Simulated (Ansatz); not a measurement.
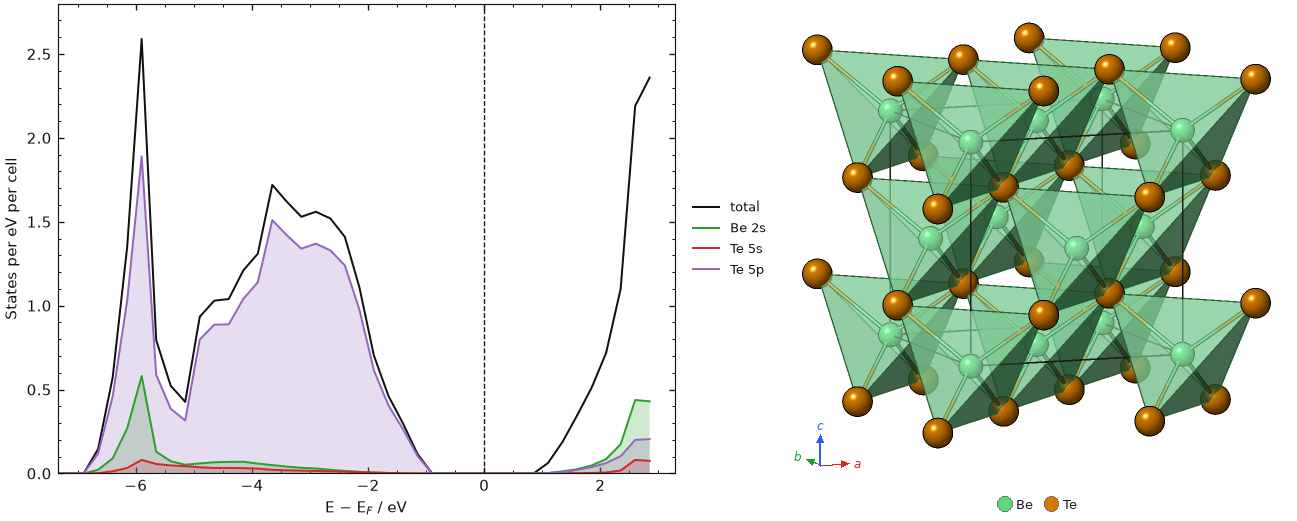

Density of states of BeTe, space group F-43m, 2 atoms in the cell, beside the structure. Ansatz 0.2.0; DFT with PBE, PAW plane waves, no spin polarisation, 8×8×8 k mesh, 420 eV cutoff, Fermi-Dirac smearing of 0.086 eV. Energies are counted from the Fermi level. The partial curves are projected on Löwdin-orthogonalised atomic shells; they sum to less than the total at higher energies, where shells without a projector contribute.

There is a gap; over the k points computed it is 1.86 eV. By projected weight, the top eV of the valence band is Te 5p almost alone. The upper group of valence states starts about 5.7 eV under the valence-band top (which lies at −0.9 eV on this axis), with a gap beneath it; it holds about 6 electrons a cell.

Spin-orbit coupling is left out, which matters for Te.
